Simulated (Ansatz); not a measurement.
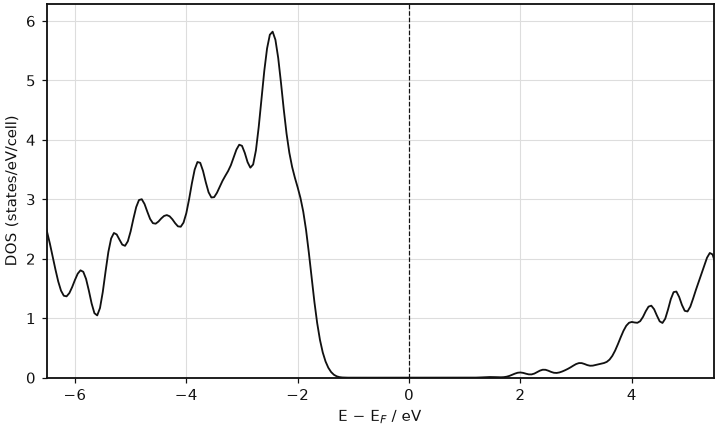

Density of states. Energies are counted from the Fermi level. The curve is built from the levels of the k mesh with Gaussians 0.3 eV wide, which also blur the band edges.

This input was run:

```
crystal:
  lattice:
    - [2.9885512174, 0.0, 0.0]
    - [-1.4942756087, 2.5881612748, 0.0]
    - [0.0, 0.0, 6.6512624884]
  atoms:
    - { symbol: Ga, position: [0.3333333333, 0.6666666667, 0.2092391039] }
    - { symbol: Ga, position: [0.6666666667, 0.3333333333, 0.7907608961] }
    - { symbol: O, position: [0.0, 0.0, 0.0] }
    - { symbol: O, position: [0.3333333333, 0.6666666667, 0.683662833] }
    - { symbol: O, position: [0.6666666667, 0.3333333333, 0.316337167] }
kpoints:
  mp_grid: { grid: [12, 12, 4] }
  band_path:
    path:
      - [0.0, 0.0, 0.0]
      - [0.5, 0.0, 0.0]
      - [0.3333333333, 0.3333333333, 0.0]
      - [0.0, 0.0, 0.5]
      - [0.5, 0.0, 0.5]
      - [0.3333333333, 0.3333333333, 0.5]
    npoints: 1
hamiltonian:
  xc: r2scan
  dispersion: rvv10
scf:
  occupations: { method: fermi_dirac, width: 0.03 }
  n_extra_bands: 5
output:
  forces: true
  stress: true
  eigenvalues: true
```

Launched with:
```bash
ansatz run input.yaml --threads 2 --pin off --max-ram 29491MiB --backend cpu --events-out ev --progress --plain --runs-dir out
```

> Metal or insulator, going by the density of states?

There is a gap; over the k points computed it is 2.98 eV (direct among those points).

> Where is the tallest peak of the filled states in the window?

Within the window shown, the tallest peak of the filled states lies 0.9 eV under the valence-band top, at about 5.8 states per eV and cell.
